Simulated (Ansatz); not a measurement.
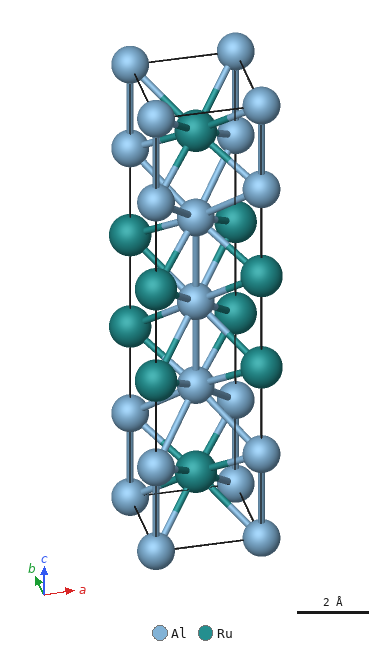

This ball-and-stick model is shown from a general direction. Thin lines show the conventional unit cell, with boundary atoms drawn in all their periodic places.

Al₃Ru₂, space group I4/mmm (No. 139), a = 3.07 Å, b = 3.07 Å, c = 14.25 Å, α = 90.00°, β = 90.00°, γ = 90.00°.

The calculation used Ansatz, DFT PBEsol, scalar-relativistic, plane waves, PAW, with a kinetic-energy cutoff of 420 eV, k-points about 0.13 Å⁻¹ apart, Gaussian smearing of 0.15 eV, no spin polarisation.

Question: Predict the gap.

Answer: A metal: bands cross the Fermi level.

Question: What is the pressure at this volume?

Answer: The computed pressure is 0.0 GPa, close to zero.

The structure comes from a structure listed in the Materials Project. Earlier steps of the study, as a rule a relaxation of our own, may have changed the cell and positions, so they can lie some per cent off the listed ones. It went into a calculation with Ansatz.
